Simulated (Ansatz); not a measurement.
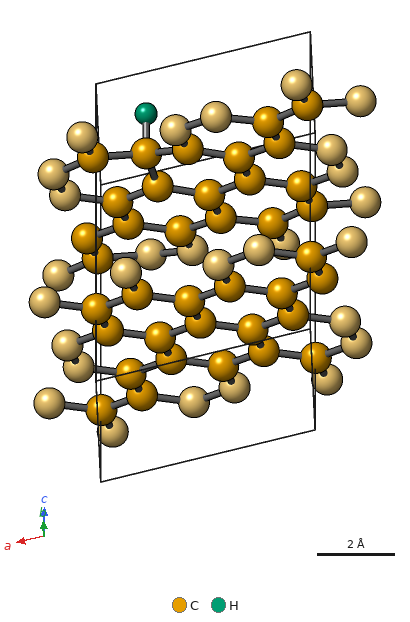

Fig. 1: The input geometry (ball-and-stick view of the cell of the calculation, seen at an oblique angle; neighbours outside the cell are drawn fainter). An atom can appear more than once, as a periodic image. Near neighbours in the periodic cell (some may lie outside the picture): C has 3 C at 1.41 to 1.49 Å; C has 3 C at 1.49 Å and 1 H at 1.13 Å; H has 1 C at 1.13 Å.

## C28H: nudged elastic band (part 1 of 2)

System: C28H (defect cell, 29 atoms in the cell).
Method: DFT PBE, scalar-relativistic, plane waves, PAW, no spin polarisation (Ansatz 0.2.0).

The structure derives from a Materials Project entry. It belongs to a series of runs on one base structure; here: climbing-image band for the jump of H by 1.81 A.

The program's output
```
Warning: neb: disabling space-group detection — the band's intermediate images generally break the endpoint symmetry, so no spatial operation reduces the k-mesh or symmetrises the density, except that a semilocal band can use its path's symmetry ahead of convergence; time reversal is kept, so that k and −k are solved as one point where they differ and the mesh holds both, and exact exchange and, on two spinor components, a DFT+U term hold to it where the run has them: on two components no moment then forms, and a state that bears one, which a typed moment (crystal.atoms[].spin; refused beside efield: under a hybrid functional) reaches, can lie lower, under hf by electronvolts; crystal.symmetry.detect: false (a key that needs symmetry detection or time reversal refuses this as the deck is read) with time_reversal: false beside it drops time reversal too
Engine: ansatz 0.2.0, x86_64-unknown-linux-gnu
Pseudopotentials: kind: paw
Pseudopotential: C, paw, valence charge 4, recommended cutoff 420 eV (normal), C.paw.azcp
Pseudopotential: H, paw, valence charge 1, recommended cutoff 420 eV (normal), H.paw.azcp
Functional definition: PBE
  parameter kappa = 0.804
  parameter beta = 0.06672455060314922
  exchange = pbe_x(kappa = kappa, mu = beta*pi^2/3)
  correlation = pbe_c(beta = beta)
parallel-image band execution: 3 concurrent image workers
NEB image 0
Crystal: 29 atoms, lattice volume = 312.214 Å³
Basis set: ecut = 420 eV, 6089 PW (Γ), exchange–correlation on 90×90×120 points (8 copies of the dense FFT grid, shifted against one another)
Bands: 86, of which v1, the nominal top of the filled ones, is band 57 counted from 1 (56 counted from 0)
Symmetry: 1 space group operations
k-points: 26 of 48 (time reversal used)
Non-local potential: C, projectors of the file, l = 0: 2, l = 1: 2, l = 2: 1
Non-local potential: H, projectors of the file, l = 0: 2, l = 1: 1
PAW form: soft (Blöchl's): semilocal exchange-correlation on the pseudo side does not see the compensation charge
PAW one-centre angular grid: C, 110 points (default); XC on 64 Gauss nodes
PAW one-centre angular grid: H, 110 points (default); XC on 64 Gauss nodes
Initial density: superposition of atomic densities (neutral atoms: chi_scale 0, normalization atom), corrected by the library's trained network
Initial wavefunctions: pseudopotential atomic-orbital guess
Functional: x = pbe(κ = 0.804, μ = 0.2195149727645171), c = pbe(β = 0.06672455060314922)
SCF iter   1: F=—  HF=-7040.795135 eV  |F-HF|=—  |Δ(HF+E_count)|=         —  Δρ=4.85e-3  dr2=1.39e-1  ethr=1.77e-3  ⟨swp⟩=12.4  Hψ=14713  notcnv=0  defer=230
preconditioner: auto → LDOS  [insulator: Δε(μ)=0.149 eV  Ē_g=15.243 eV  σ=0.100 eV  W_gap=0.70  n_scr=60 (ndim 8)  ℏωp=22.3 eV  f_vac=0.213  D(μ)=5.45/eV (n_scr^D=22)  ε∞_Penn≈3.1  β→1.0]
SCF iter   2: F=—  HF=-7040.775184 eV  |F-HF|=—  |Δ(HF+E_count)|=   2.00e-2  Δρ=2.80e-3  dr2=3.24e-2  ethr=1.23e-4  ⟨swp⟩=2.2  Hψ=3924  notcnv=0  defer=567
SCF iter   3: F=—  HF=-7040.772248 eV  |F-HF|=—  |Δ(HF+E_count)|=   2.94e-3  Δρ=1.63e-3  dr2=1.89e-2  ethr=2.87e-5  ⟨swp⟩=2.0  Hψ=2760  notcnv=0  defer=567
SCF iter   4: F=—  HF=-7040.770248 eV  |F-HF|=—  |Δ(HF+E_count)|=   2.00e-3  Δρ=1.21e-3  dr2=9.38e-3  ethr=1.67e-5  ⟨swp⟩=2.0  Hψ=2642  notcnv=0  defer=567
SCF iter   5: F=—  HF=-7040.768826 eV  |F-HF|=—  |Δ(HF+E_count)|=   1.42e-3  Δρ=8.42e-4  dr2=3.76e-3  ethr=8.30e-6  ⟨swp⟩=2.0  Hψ=2782  notcnv=0  defer=567
SCF iter   6: F=—  HF=-7040.768129 eV  |F-HF|=—  |Δ(HF+E_count)|=   6.97e-4  Δρ=5.06e-4  dr2=1.10e-3  ethr=3.33e-6  ⟨swp⟩=2.0  Hψ=2669  notcnv=0  defer=567
SCF iter   7: F=—  HF=-7040.767949 eV  |F-HF|=—  |Δ(HF+E_count)|=   1.80e-4  Δρ=2.39e-4  dr2=2.09e-4  ethr=9.73e-7  ⟨swp⟩=2.2  Hψ=2440  notcnv=0  defer=567
SCF iter   8: F=—  HF=-7040.767939 eV  |F-HF|=—  |Δ(HF+E_count)|=   1.01e-5  Δρ=1.49e-4  dr2=1.03e-4  ethr=1.85e-7  ⟨swp⟩=2.0  Hψ=2771  notcnv=0  defer=567
SCF iter   9: F=—  HF=-7040.767918 eV  |F-HF|=—  |Δ(HF+E_count)|=   2.13e-5  Δρ=9.05e-5  dr2=3.57e-5  ethr=9.15e-8  ⟨swp⟩=2.0  Hψ=2792  notcnv=0  defer=567
SCF iter  10: F=—  HF=-7040.767787 eV  |F-HF|=—  |Δ(HF+E_count)|=   1.30e-4  Δρ=6.37e-5  dr2=1.63e-5  ethr=3.16e-8  ⟨swp⟩=2.0  Hψ=2905  notcnv=0  defer=526
SCF iter  11: F=—  HF=-7040.767785 eV  |F-HF|=—  |Δ(HF+E_count)|=   2.04e-6  Δρ=4.67e-5  dr2=9.02e-6  ethr=1.44e-8  ⟨swp⟩=2.0  Hψ=2497  notcnv=0  defer=526
SCF iter  12: F=—  HF=-7040.767783 eV  |F-HF|=—  |Δ(HF+E_count)|=   1.86e-6  Δρ=2.79e-5  dr2=2.80e-6  ethr=7.98e-9  ⟨swp⟩=2.0  Hψ=2770  notcnv=0  defer=526
SCF iter  13: F=—  HF=-7040.767783 eV  |F-HF|=—  |Δ(HF+E_count)|=   3.52e-7  Δρ=1.57e-5  dr2=7.68e-7  ethr=2.48e-9  ⟨swp⟩=2.0  Hψ=2611  notcnv=0  defer=526
SCF iter  14: F=—  HF=-7040.767783 eV  |F-HF|=—  |Δ(HF+E_count)|=   4.38e-8  Δρ=8.04e-6  dr2=3.24e-7  ethr=6.80e-10  ⟨swp⟩=2.0  Hψ=2823  notcnv=0  defer=525
SCF iter  15: F=-7040.767783 eV  HF=-7040.767783 eV  |F-HF|=4.37e-8  |Δ(HF+E_count)|=   4.62e-8  Δρ=4.90e-6  dr2=9.52e-8  ethr=8.85e-11  ⟨swp⟩=3.0  Hψ=7793  notcnv=0
SCF 1 converged in 15 iterations: F = -7040.767783 eV  dr2 = 9.52e-8
  greatest PAW one-centre occupation: 0.674 electrons in one spin orbital (limit 2), on the C atom at site 26 (counted from 0), in its partial waves of l = 0
NSCF: frozen V_eff on 26 k-points
NEB image 4
SCF iter   1: F=—  HF=-7040.795227 eV  |F-HF|=—  |Δ(HF+E_count)|=         —  Δρ=4.85e-3  dr2=1.39e-1  ethr=1.77e-3  ⟨swp⟩=12.3  Hψ=14650  notcnv=0  defer=231
preconditioner: auto → LDOS  [insulator: Δε(μ)=0.149 eV  Ē_g=15.243 eV  σ=0.100 eV  W_gap=0.70  n_scr=60 (ndim 8)  ℏωp=22.3 eV  f_vac=0.212  D(μ)=5.45/eV (n_scr^D=22)  ε∞_Penn≈3.1  β→1.0]
SCF iter   2: F=—  HF=-7040.775247 eV  |F-HF|=—  |Δ(HF+E_count)|=   2.00e-2  Δρ=2.81e-3  dr2=3.25e-2  ethr=1.23e-4  ⟨swp⟩=2.2  Hψ=3937  notcnv=0  defer=566
SCF iter   3: F=—  HF=-7040.772240 eV  |F-HF|=—  |Δ(HF+E_count)|=   3.01e-3  Δρ=1.63e-3  dr2=1.89e-2  ethr=2.88e-5  ⟨swp⟩=2.0  Hψ=2762  notcnv=0  defer=566
SCF iter   4: F=—  HF=-7040.770255 eV  |F-HF|=—  |Δ(HF+E_count)|=   1.98e-3  Δρ=1.21e-3  dr2=9.38e-3  ethr=1.67e-5  ⟨swp⟩=2.0  Hψ=2628  notcnv=0  defer=566
SCF iter   5: F=—  HF=-7040.768831 eV  |F-HF|=—  |Δ(HF+E_count)|=   1.42e-3  Δρ=8.42e-4  dr2=3.78e-3  ethr=8.30e-6  ⟨swp⟩=2.0  Hψ=2782  notcnv=0  defer=566
SCF iter   6: F=—  HF=-7040.768131 eV  |F-HF|=—  |Δ(HF+E_count)|=   7.01e-4  Δρ=5.06e-4  dr2=1.10e-3  ethr=3.34e-6  ⟨swp⟩=2.0  Hψ=2663  notcnv=0  defer=566
SCF iter   7: F=—  HF=-7040.767950 eV  |F-HF|=—  |Δ(HF+E_count)|=   1.81e-4  Δρ=2.39e-4  dr2=2.08e-4  ethr=9.74e-7  ⟨swp⟩=2.2  Hψ=2440  notcnv=0  defer=566
SCF iter   8: F=—  HF=-7040.767943 eV  |F-HF|=—  |Δ(HF+E_count)|=   7.39e-6  Δρ=1.48e-4  dr2=1.01e-4  ethr=1.84e-7  ⟨swp⟩=2.0  Hψ=2773  notcnv=0  defer=566
SCF iter   9: F=—  HF=-7040.767931 eV  |F-HF|=—  |Δ(HF+E_count)|=   1.10e-5  Δρ=9.05e-5  dr2=3.57e-5  ethr=8.90e-8  ⟨swp⟩=2.0  Hψ=2800  notcnv=0  defer=566
SCF iter  10: F=—  HF=-7040.767787 eV  |F-HF|=—  |Δ(HF+E_count)|=   1.44e-4  Δρ=6.38e-5  dr2=1.63e-5  ethr=3.16e-8  ⟨swp⟩=2.0  Hψ=2888  notcnv=0  defer=520
SCF iter  11: F=—  HF=-7040.767785 eV  |F-HF|=—  |Δ(HF+E_count)|=   2.04e-6  Δρ=4.68e-5  dr2=9.08e-6  ethr=1.44e-8  ⟨swp⟩=2.0  Hψ=2600  notcnv=0  defer=519
SCF iter  12: F=—  HF=-7040.767783 eV  |F-HF|=—  |Δ(HF+E_count)|=   1.88e-6  Δρ=2.80e-5  dr2=2.82e-6  ethr=8.04e-9  ⟨swp⟩=2.0  Hψ=2762  notcnv=0  defer=519
SCF iter  13: F=—  HF=-7040.767783 eV  |F-HF|=—  |Δ(HF+E_count)|=   3.54e-7  Δρ=1.57e-5  dr2=7.67e-7  ethr=2.50e-9  ⟨swp⟩=2.0  Hψ=2610  notcnv=0  defer=519
SCF iter  14: F=—  HF=-7040.767783 eV  |F-HF|=—  |Δ(HF+E_count)|=   4.71e-8  Δρ=8.14e-6  dr2=3.34e-7  ethr=6.79e-10  ⟨swp⟩=2.0  Hψ=2809  notcnv=0  defer=519
SCF iter  15: F=-7040.767783 eV  HF=-7040.767783 eV  |F-HF|=4.40e-8  |Δ(HF+E_count)|=   4.86e-8  Δρ=4.95e-6  dr2=9.66e-8  ethr=8.85e-11  ⟨swp⟩=3.0  Hψ=7777  notcnv=0
SCF 2 converged in 15 iterations: F = -7040.767783 eV  dr2 = 9.66e-8
[... from here on the iterations of each SCF are left out, up to the last one ...]
NSCF: frozen V_eff on 26 k-points
NEB end point (image 0): max|allowed force component| = 1.896e-2 eV/Å (the criterion of neb.relax_end_points is 1.000e-2)
NEB end point (image 4): max|allowed force component| = 1.896e-2 eV/Å (the criterion of neb.relax_end_points is 1.000e-2)
NEB image 1
preconditioner: auto → LDOS  [metal: Δε(μ)=0.021 eV  Ē_g=15.163 eV  σ=0.100 eV  W_gap=0.12  n_scr=60 (ndim 8)  ℏωp=22.3 eV  f_vac=0.208  D(μ)=6.30/eV (n_scr^D=34)  β→1.0]
SCF 3 converged in 20 iterations: F = -7039.750986 eV  dr2 = 9.34e-8
NEB image 2
preconditioner: auto → LDOS  [metal: Δε(μ)=0.034 eV  Ē_g=15.128 eV  σ=0.100 eV  W_gap=0.19  n_scr=60 (ndim 8)  ℏωp=22.3 eV  f_vac=0.199  D(μ)=6.33/eV (n_scr^D=34)  β→1.0]
SCF 4 converged in 11 iterations: F = -7039.199603 eV  dr2 = 6.05e-8
NEB image 3
preconditioner: auto → LDOS  [metal: Δε(μ)=0.021 eV  Ē_g=15.164 eV  σ=0.100 eV  W_gap=0.12  n_scr=60 (ndim 8)  ℏωp=22.3 eV  f_vac=0.208  D(μ)=6.30/eV (n_scr^D=34)  β→1.0]
SCF 5 converged in 20 iterations: F = -7039.750986 eV  dr2 = 9.31e-8
NEB iter   1: max|band force component| = 1.124e0 eV/Å  barrier→ = 1.5682 eV  barrier← = 1.5682 eV  Δτ_max = 0.2000 Å  (81 SCF iters)
NEB image 1
Initial density: handed on by an earlier stage of this run
Initial wavefunctions: those handed on with the density
preconditioner: auto → LDOS  [insulator: Δε(μ)=0.127 eV  Ē_g=15.208 eV  σ=0.100 eV  W_gap=0.62  n_scr=60 (ndim 8)  ℏωp=22.3 eV  f_vac=0.216  D(μ)=5.07/eV (n_scr^D=22)  ε∞_Penn≈3.2  β→1.0]
SCF 6 converged in 15 iterations: F = -7040.430627 eV  dr2 = 9.54e-8
NEB image 2
preconditioner: auto → LDOS  [metal: Δε(μ)=0.010 eV  Ē_g=15.171 eV  σ=0.100 eV  W_gap=0.05  n_scr=60 (ndim 8)  ℏωp=22.3 eV  f_vac=0.215  D(μ)=6.01/eV (n_scr^D=34)  β→1.0]
SCF 7 converged in 12 iterations: F = -7039.388634 eV  dr2 = 4.12e-8
NEB image 3
SCF 8 converged in 15 iterations: F = -7040.430628 eV  dr2 = 9.76e-8
NEB iter   2: max|band force component| = 2.683e0 eV/Å  barrier→ = 1.3791 eV  barrier← = 1.3791 eV  Δτ_max = 0.1002 Å  (42 SCF iters)
[... from here on the SCF iterations and repeated set-up lines of each step are left out, up to the last step ...]
NEB image 1
SCF 9 converged in 15 iterations: F = -7040.645498 eV  dr2 = 2.71e-8
NEB image 2
SCF 10 converged in 11 iterations: F = -7039.480244 eV  dr2 = 9.57e-8
NEB image 3
SCF 11 converged in 15 iterations: F = -7040.645498 eV  dr2 = 2.67e-8
NEB iter   3: max|band force component| = 1.995e0 eV/Å  barrier→ = 1.2875 eV  barrier← = 1.2875 eV  Δτ_max = 0.2000 Å  (41 SCF iters)
NEB image 1
SCF 12 converged in 15 iterations: F = -7040.480409 eV  dr2 = 4.34e-8
NEB image 2
SCF 13 converged in 11 iterations: F = -7039.735419 eV  dr2 = 9.40e-8
NEB image 3
SCF 14 converged in 15 iterations: F = -7040.480402 eV  dr2 = 4.50e-8
NEB iter   4: max|band force component| = 4.238e0 eV/Å  barrier→ = 1.0324 eV  barrier← = 1.0324 eV  Δτ_max = 0.1003 Å  (41 SCF iters)
NEB image 1
SCF 15 converged in 14 iterations: F = -7040.733051 eV  dr2 = 5.51e-8
NEB image 2
SCF 16 converged in 10 iterations: F = -7039.870602 eV  dr2 = 8.04e-8
NEB image 3
SCF 17 converged in 14 iterations: F = -7040.733052 eV  dr2 = 5.33e-8
NEB iter   5: max|band force component| = 7.769e-1 eV/Å  barrier→ = 0.8972 eV  barrier← = 0.8972 eV  Δτ_max = 0.2000 Å  (38 SCF iters)
NEB image 1
SCF 18 converged in 14 iterations: F = -7040.729303 eV  dr2 = 9.06e-8
NEB image 2
SCF 19 converged in 11 iterations: F = -7039.945226 eV  dr2 = 2.68e-8
NEB image 3
SCF 20 converged in 14 iterations: F = -7040.729304 eV  dr2 = 8.95e-8
NEB iter   6: max|band force component| = 4.833e-1 eV/Å  barrier→ = 0.8226 eV  barrier← = 0.8226 eV  CI = image 2  Δτ_max = 0.0857 Å  (39 SCF iters)
NEB image 1
SCF 21 converged in 15 iterations: F = -7040.751841 eV  dr2 = 3.75e-8
NEB image 2
SCF 22 converged in 10 iterations: F = -7039.983098 eV  dr2 = 3.67e-8
NEB image 3
SCF 23 converged in 15 iterations: F = -7040.751840 eV  dr2 = 3.83e-8
NEB iter   7: max|band force component| = 5.395e-2 eV/Å  barrier→ = 0.7847 eV  barrier← = 0.7847 eV  CI = image 2  Δτ_max = 0.0670 Å  (40 SCF iters)
NEB image 1
SCF 24 converged in 15 iterations: F = -7040.758829 eV  dr2 = 2.76e-8
NEB image 2
SCF 25 converged in 7 iterations: F = -7039.991739 eV  dr2 = 3.09e-8
NEB image 3
SCF 26 converged in 15 iterations: F = -7040.758831 eV  dr2 = 2.79e-8
NEB iter   8: max|band force component| = 1.000e-1 eV/Å  barrier→ = 0.7760 eV  barrier← = 0.7760 eV  CI = image 2  Δτ_max = 0.0335 Å  (37 SCF iters)
NEB image 1
preconditioner: auto → LDOS  [insulator: Δε(μ)=0.096 eV  Ē_g=15.206 eV  σ=0.100 eV  W_gap=0.50  n_scr=60 (ndim 8)  ℏωp=22.3 eV  f_vac=0.221  D(μ)=6.88/eV (n_scr^D=40)  ε∞_Penn≈3.2  β→1.0]
SCF 27 converged in 14 iterations: F = -7040.762085 eV  dr2 = 3.19e-8
NEB image 2
preconditioner: auto → LDOS  [metal: Δε(μ)=0.091 eV  Ē_g=15.249 eV  σ=0.100 eV  W_gap=0.42  n_scr=60 (ndim 8)  ℏωp=22.3 eV  f_vac=0.212  D(μ)=3.52/eV (n_scr^D=20)  β→1.0]
SCF 28 converged in 6 iterations: F = -7039.992395 eV  dr2 = 4.61e-8
  greatest PAW one-centre occupation: 0.673 electrons in one spin orbital (limit 2), on the C atom at site 27 (counted from 0), in its partial waves of l = 0
NEB image 3
iter 1 solved again at ethr=1.70e-4 eV; its pass at ethr=3.10e-3 eV (dr2=1.93e-1 eV) is discarded
SCF iter   1: F=—  HF=-7040.815967 eV  |F-HF|=—  |Δ(HF+E_count)|=         —  Δρ=9.98e-3  dr2=1.95e-1  ethr=1.70e-4  ⟨swp⟩=2.1  Hψ=9465  notcnv=0  defer=1
SCF iter   2: F=—  HF=-7040.806547 eV  |F-HF|=—  |Δ(HF+E_count)|=   9.42e-3  Δρ=4.34e-3  dr2=1.52e-1  ethr=1.70e-4  ⟨swp⟩=2.7  Hψ=4257  notcnv=0
SCF iter   3: F=—  HF=-7040.763993 eV  |F-HF|=—  |Δ(HF+E_count)|=   4.26e-2  Δρ=1.03e-3  dr2=5.87e-3  ethr=1.34e-4  ⟨swp⟩=2.2  Hψ=3878  notcnv=0  defer=5
SCF iter   4: F=—  HF=-7040.762443 eV  |F-HF|=—  |Δ(HF+E_count)|=   1.55e-3  Δρ=4.15e-4  dr2=5.40e-4  ethr=5.20e-6  ⟨swp⟩=2.0  Hψ=3234  notcnv=0  defer=5
SCF iter   5: F=—  HF=-7040.762422 eV  |F-HF|=—  |Δ(HF+E_count)|=   2.13e-5  Δρ=3.05e-4  dr2=3.67e-4  ethr=4.78e-7  ⟨swp⟩=2.2  Hψ=2699  notcnv=0  defer=5
SCF iter   6: F=—  HF=-7040.762410 eV  |F-HF|=—  |Δ(HF+E_count)|=   1.16e-5  Δρ=2.62e-4  dr2=3.59e-4  ethr=3.25e-7  ⟨swp⟩=2.0  Hψ=3151  notcnv=0  defer=5
SCF iter   7: F=—  HF=-7040.762331 eV  |F-HF|=—  |Δ(HF+E_count)|=   7.91e-5  Δρ=1.26e-4  dr2=7.32e-5  ethr=3.18e-7  ⟨swp⟩=2.0  Hψ=2948  notcnv=0  defer=5
SCF iter   8: F=—  HF=-7040.762080 eV  |F-HF|=—  |Δ(HF+E_count)|=   2.51e-4  Δρ=6.69e-5  dr2=2.36e-5  ethr=6.47e-8  ⟨swp⟩=2.0  Hψ=3188  notcnv=0  defer=5
SCF iter   9: F=—  HF=-7040.762076 eV  |F-HF|=—  |Δ(HF+E_count)|=   4.09e-6  Δρ=3.88e-5  dr2=5.71e-6  ethr=2.09e-8  ⟨swp⟩=2.0  Hψ=3311  notcnv=0  defer=5
SCF iter  10: F=—  HF=-7040.762076 eV  |F-HF|=—  |Δ(HF+E_count)|=   1.69e-7  Δρ=2.03e-5  dr2=1.64e-6  ethr=5.06e-9  ⟨swp⟩=2.0  Hψ=3023  notcnv=0  defer=5
SCF iter  11: F=—  HF=-7040.762076 eV  |F-HF|=—  |Δ(HF+E_count)|=   1.38e-7  Δρ=1.29e-5  dr2=7.35e-7  ethr=1.46e-9  ⟨swp⟩=2.0  Hψ=3288  notcnv=0  defer=5
SCF iter  12: F=—  HF=-7040.762076 eV  |F-HF|=—  |Δ(HF+E_count)|=   7.59e-8  Δρ=8.02e-6  dr2=2.77e-7  ethr=6.51e-10  ⟨swp⟩=2.0  Hψ=3002  notcnv=0  defer=5
SCF iter  13: F=—  HF=-7040.762076 eV  |F-HF|=—  |Δ(HF+E_count)|=   1.78e-8  Δρ=4.67e-6  dr2=1.11e-7  ethr=2.45e-10  ⟨swp⟩=2.6  Hψ=3259  notcnv=0  defer=5
SCF iter  14: F=-7040.762076 eV  HF=-7040.762076 eV  |F-HF|=2.04e-8  |Δ(HF+E_count)|=   1.69e-8  Δρ=2.85e-6  dr2=3.14e-8  ethr=8.85e-11  ⟨swp⟩=4.0  Hψ=6380  notcnv=0
SCF 29 converged in 14 iterations: F = -7040.762076 eV  dr2 = 3.14e-8
NEB image 1
NSCF: frozen V_eff on 26 k-points
NEB image 3
NSCF: frozen V_eff on 26 k-points
NEB image 2
NSCF: frozen V_eff on 26 k-points
the search or the solves at the SCF's close seem to have found levels that the self-consistency loop had missed (the run counts 2). By its estimate they hold under 1e-12 electrons; where the run keeps them, the occupations were computed again with them
NEB iter   9: max|band force component| = 3.469e-2 eV/Å  barrier→ = 0.7754 eV  barrier← = 0.7754 eV  CI = image 2  Δτ_max = 0.0000 Å  (34 SCF iters)
```

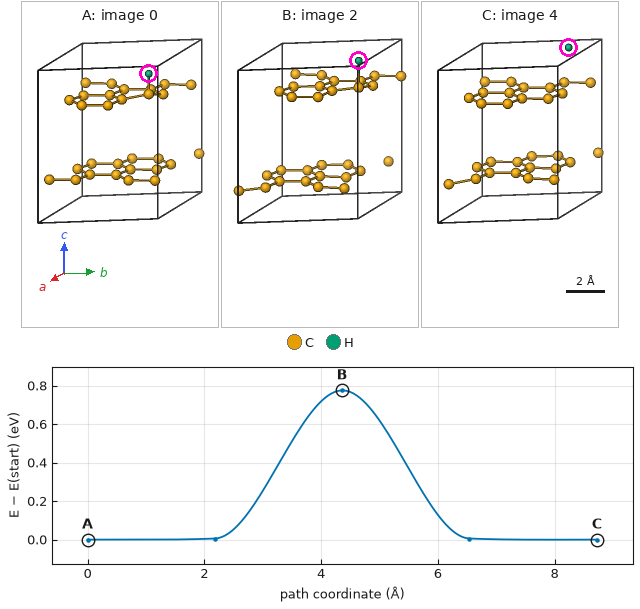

Fig. 2: Images of the last band (counted from 0; ball-and-stick, simulation cell, seen slightly off an axis), with the moving atom and its periodic copies ringed, above the energy along the path; the line is a cubic interpolation that uses the forces. The highest image is number 2, 0.775 eV above the start and 0.775 eV above the end (the climbing image); start and end have the same energy. The path is 8.72 Å long, and H29 moves most (1.81 Å). The band converged in 9 iterations.

```
SCF converged after 6 iterations
Free energy (F): -7039.992395 eV
Harris-Foulkes:  -7039.992395 eV  (|F-HF|=3.43e-9)
Internal energy: -7039.974786 eV  (E = F + TS)
E sigma→0 (E₀):  -7039.983590 eV
Entropy (-TS):   -0.017608 eV (-0.607 meV/atom)
Fermi energy:    5.080028 eV
--- Per-component energies (eV) ---
  E_band       = -494.655216
  E_kinetic    = 2559.184656
  E_local      = -7493.013193  (includes V_loc(G=0)·N_el)
  E_nonlocal   = 764.974207
  E_hartree    = 2770.305629
  E_xc         = -1352.885366
  E_vxc        = -1675.582565  (∫ρ·V_xc dr)
  E_paw        = -2781.890721  (= ΣΔE_a)
  E_vpaw       = -190.829101  (= ΣTr[D̂ρ^β])
  E_aug_tail   = -0.000779  (compensation charges beyond the density's cutoff)
  E_ewald      = -1506.649220
  E_smearing   = -0.017608  (= −TS)
  E_closure    = -0.000000  (closes the sum)
  Σ components = -7039.992395   (vs F -7039.992395, Δ=0.00e0)
--- Forces (eV/Å), atoms counted from 1 ---
  atom   1  C      0.00164774    -0.00013393    -0.00319306
  atom   2  C      0.00097538    -0.00218910     0.00086516
  atom   3  C     -0.00444065     0.00162587     0.00296646
  atom   4  C      0.00198139    -0.00159210    -0.00063399
  atom   5  C     -0.00230187     0.00237426    -0.00001540
  atom   6  C     -0.00061019    -0.00490316     0.00249807
  atom   7  C      0.00066488     0.00359858     0.00007920
  atom   8  C     -0.00121057     0.00283773     0.00082259
  atom   9  C     -0.00064603    -0.00354706     0.00024159
  atom  10  C      0.00555968     0.00242903    -0.00720942
  atom  11  C     -0.00679223    -0.00301704    -0.00138758
  atom  12  C      0.00110252    -0.00264508     0.00013912
  atom  13  C      0.00448023     0.00381895    -0.00770508
  atom  14  C     -0.00028863     0.00123130    -0.00074244
  atom  15  C     -0.00218852     0.00207078    -0.00026808
  atom  16  C     -0.00246174     0.00141652    -0.00316798
  atom  17  C     -0.00182914    -0.00079871     0.01530860
  atom  18  C      0.00598684     0.00523720    -0.00267176
  atom  19  C      0.00039726    -0.00269204     0.00037931
  atom  20  C     -0.00278843    -0.00402499    -0.00244575
  atom  21  C      0.00524942     0.00033740    -0.00084710
  atom  22  C      0.00047890    -0.00111508     0.00004602
  atom  23  C      0.00026095     0.00176554    -0.00030575
  atom  24  C     -0.00662046    -0.00699706     0.00317175
  atom  25  C      0.00123429     0.00051966     0.00771481
  atom  26  C      0.00422465    -0.00080208     0.00363470
  atom  27  C     -0.00669245    -0.00080969     0.00151236
  atom  28  C      0.00316867     0.00519253     0.00316577
  atom  29  H      0.00145763     0.00081194    -0.01192872
  max |Σ_I F_I| component: 2.34e-5 eV/Å
--- Band table (eV; the first three rows and the last of 26) ---
```
